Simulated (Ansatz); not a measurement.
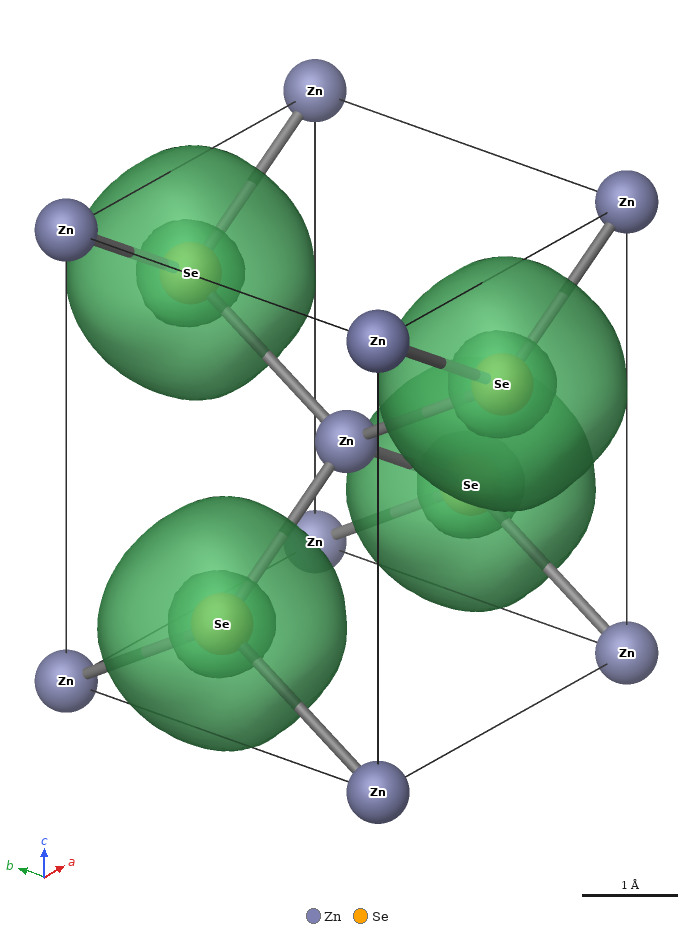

The picture shows: ZnSe. Isosurface of the ELF at 0.65 (green), seen at an oblique angle. Only the valence region is drawn (cores and ρ < 0.01 e/Å³ removed). Sticks mark near contacts.

Space group I-4m2; started from the zincblende prototype, which need not be the ambient phase; changed on purpose from its base cell (epitaxial xy strain +5.0%); computed pressure about −2 GPa in this cell.

Level of theory: DFT, r2SCAN, plane waves, PAW (Ansatz 0.2.0).

Core electrons are frozen (PAW), and the valence fields are smoothed inside the atomic spheres.

Input

```
crystal:
  lattice:
    - [0.0, 2.9740417191, 2.6590364151]
    - [2.9740417191, 0.0, 2.6590364151]
    - [2.9740417191, 2.9740417191, 0.0]
  atoms:
    - { symbol: Zn, position: [0.0, 0.0, 0.0] }
    - { symbol: Se, position: [0.25, 0.25, 0.25] }
kpoints:
  mp_grid: { grid: [8, 8, 8] }
  band_path:
    path:
      - [0.0, 0.0, 0.0]
      - [-0.5, -0.5, 0.0]
      - [-0.375, -0.375, 0.25]
      - [-0.375, 0.0, 0.375]
      - [0.0, 0.0, 0.5]
      - [-0.5, -0.25, 0.25]
    npoints: 1
hamiltonian:
  xc: r2scan
scf:
  occupations: { method: fixed }
  n_extra_bands: 4
output:
  forces: true
  stress: true
  eigenvalues: true
  write_density: true
  write_potential: true
  elf: true
  volumetric_format: npy
```

Command:

```sh
ansatz run input.yaml --threads 4 --pin off --max-ram 4608MiB --backend cpu --events-out ev --progress --plain --runs-dir out
```

Below, planes, directions and counts refer to the conventional cell (a = 4.21 Å, b = 4.21 Å, c = 5.32 Å, α = 90.00°, β = 90.00°, γ = 90.00°).

Describe the localisation domains.

At this value the surface marks out two regions wrapped around Se (the valence shell of each), counted in one cell of 4 atoms. Regions shared between cells count once. Profiles from the grid: Zn–Se (2.49 Å): the ELF is about 0.60 at the midpoint.

Metal or insulator at this level of theory?

It is gapped, with a Kohn–Sham gap of 1.5 eV on the k-point mesh, an upper bound to the gap of this method.
